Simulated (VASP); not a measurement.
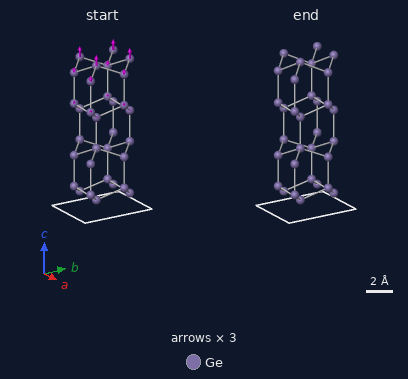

The structure of a slab of composition Ge before (left) and after (right) a relaxation, at one scale. The purple arrows give the displacements, magnified 3 times.

Style: ball-and-stick. Shown: the 2 × 2 repeat of the cell, outlined in the plane, without the vacuum, slightly off an axis.

The run lets the atoms move in a fixed cell. 4 atoms are held fixed.

Computed with Kohn-Sham DFT of a periodic cell, BEEF-vdW, VASP PAW PBE potentials, recommended in VASP 6.6.1.

The input:
```
PREC = Accurate
ENCUT = 520
EDIFF = 1E-6
ISMEAR = 0
SIGMA = 0.05
LREAL = F
LASPH = T
NELM = 60
ALGO = Normal
ISIF = 2
LWAVE = F
LCHARG = F
LDIPOL = T
IDIPOL = 3
DIPOL = 0.5 0.5 0.500
GGA = BF
LUSE_VDW = T
ZAB_VDW = -1.8867
IBRION = 2
NSW = 40
EDIFFG = -0.01
```

Command:
```bash
cat potpaw_PBE.64/Ge_d/POTCAR > POTCAR
mpirun -np 1 vasp_std > vasp.out
```

Describe what moved and what it gained.

The run was cut off at its time limit before the relaxation converged, so the last structure is only a point on the way. Over 8 geometry steps the energy falls by 68.5 meV per cell of the calculation. The largest force component goes from 0.31 to 0.48 eV/Å. The atom that moves furthest is a Ge atom (0.28 Å along the normal (+c)). The lattice vectors keep their values. Among the contacts that change: Ge–Ge 2.469 → 2.549 Å, Ge–Ge 2.453 → 2.503 Å, Ge–Ge 2.453 → 2.464 Å. Bond angles that change, for instance: Ge–Ge–Ge 109.2° → 106.0°, Ge–Ge–Ge 109.8° → 112.8°.
